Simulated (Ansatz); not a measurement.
Consider BeSe.

Input

```
crystal:
  lattice:
    - [2.55123347985, 2.55123347985, 0.0]
    - [-2.55123347985, 2.55123347985, 0.0]
    - [0.0, 2.55123347985, 2.57174590984]
  atoms:
    - { symbol: Be, position: [0.0, 0.0, 0.0] }
    - { symbol: Se, position: [0.75, 0.25, 0.5] }
kpoints:
  mp_grid: { grid: [8, 8, 8] }
scf:
  occupations: { method: fixed }
hamiltonian:
  xc: pbesol
  pseudopotentials: { kind: paw }
relax:
  f_tol: 0.002
  max_steps: 80
  cell: { fix: [a, b, gamma] }
output:
  forces: true
  stress: true
  write_density: true
  write_potential: true
  elf: true
  volumetric_format: npy
```

Launched as:

```sh
ansatz run input.yaml --threads 1 --pin off --max-ram 3072MiB --backend cpu --events-out ev --progress --plain --runs-dir out
```

Below, planes, directions and counts refer to the conventional cell (a = 3.61 Å, b = 3.61 Å, c = 5.15 Å, α = 90.00°, β = 90.00°, γ = 90.00°).

The fields are those of the relaxed geometry.

Space group I-4m2; changed on purpose from its base cell (in-plane strain -0.005, out-of-plane length and atoms relaxed by PAW).

Theory: Ansatz 0.2.0, DFT, PBEsol, PAW with Ansatz's default frozen-core files, scalar-relativistic; relaxation of cell and atoms.

### What can the converged valence pseudo-density and electron localisation function tell about the bonding?

Be–Se (2.22 Å): the density is about 0.6 e/Å³ at the midpoint; the ELF peaks at about 0.90 between the atoms (a polar covalent bond).

### Metal or insulator at this level of theory?

It is gapped, with a Kohn–Sham gap of 2.4 eV on the k-point mesh (the band edges may lie off the mesh, which would make the gap smaller).

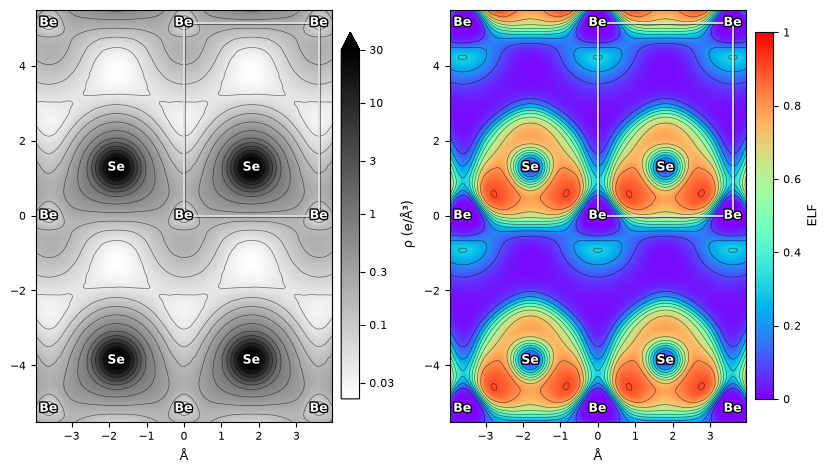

Computed valence pseudo-density and electron localisation function on the (010) plane of the conventional cell, in this order. 

Core electrons are frozen (PAW), and the valence fields are smoothed inside the atomic spheres.
